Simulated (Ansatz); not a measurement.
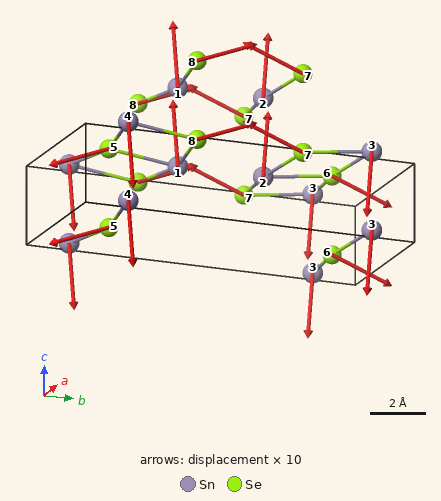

A relaxation of crystalline SnSe (set up in Pmmn). The starting structure is drawn; red arrows show the displacements (the part carried along by the change of the cell is left out), 10 times their true length.

A ball-and-stick model of the cell of the calculation, repeated 1 × 1 × 2 with one cell outlined, seen from a free direction.

Computed with Ansatz, DFT LDA, scalar-relativistic, plane waves, PAW.

The input:
```yaml
crystal:
  lattice:
    - [5.744179, 0.0, 0.0]
    - [0.0, 13.13297, 0.0]
    - [0.0, 0.0, 3.045758]
  atoms:
    - { symbol: Sn, position: [0.5, 0.370242, 0.913276] }
    - { symbol: Sn, position: [0.5, 0.629758, 0.913276] }
    - { symbol: Sn, position: [0.0, 0.870242, 0.086724] }
    - { symbol: Sn, position: [0.0, 0.129758, 0.086724] }
    - { symbol: Se, position: [0.5, 0.160812, 0.030988] }
    - { symbol: Se, position: [0.5, 0.839188, 0.030988] }
    - { symbol: Se, position: [0.0, 0.660812, 0.969012] }
    - { symbol: Se, position: [0.0, 0.339188, 0.969012] }
basis:
  ecutwfc: 420
kpoints:
  mp_grid: { grid: [6, 4, 12] }
hamiltonian:
  xc: lda
scf:
  occupations: { method: gaussian, width: 0.1 }
output:
  forces: true
  stress: true
  eigenvalues: true
  write_density: true
  write_potential: true
  elf: true
  volumetric_format: npy
relax:
  adjacent_minimum: "off"
  f_tol: 0.005
  max_steps: 80
  cell: { stress_tol: 0.05 }
```

Run as
```bash
ansatz run input.yaml --threads 2 --pin off --max-ram 5120MiB --backend cpu --events-out ev --progress --plain --runs-dir out
```

**Describe the change and its energy.**

The largest moves relative to the cell, 0.26 Å, are those of 8 atoms (Sn1, Sn2, Sn3, Sn4 and others). Se7 goes along [0 −2 3]. By element the largest moves are Se 0.26 Å, Sn 0.26 Å. The volume changes by −12.8 %, with a 5.744 → 5.732 Å (−0.2 %), b 13.133 → 11.761 Å (−10.4 %), c 3.046 → 2.974 Å (−2.4 %). Among the contacts that change: Se5–Se6 4.224 → 3.301 Å, Sn1–Se5 2.774 → 2.684 Å, Sn1–Se8 2.906 → 2.868 Å. Bond angles that change, for instance: Se6–Sn3–Se6 162.5° → 175.8°, Sn3–Se6–Sn3 162.5° → 175.8°, Sn2–Se6–Sn3 98.4° → 92.1°. The space group (tolerance 0.01 Å) goes from Pmmn (No. 59) to Cmmm (No. 65). The energy falls by 69.1 meV per atom in 5 accepted moves (7 points after the start). Largest force component: 0.24 eV/Å at the start, 0.0021 eV/Å at the end. Pressure: −3.80 GPa at the start and −0.02 GPa at the end. The line search rejected the trial step at point 3 of the run. At 1 point the geometry stayed and the basis and grid were re-selected for the new cell (energy shift of 0.5 meV per atom at most each time). Cost: 5.1 min on 2 threads of Oxide Virtual Turin-like Processor (Zen 5) (shared host), peak memory 1.2 GiB.

Limits of the set-up: layers or molecules are held without a dispersion correction, so their spacing is unreliable.
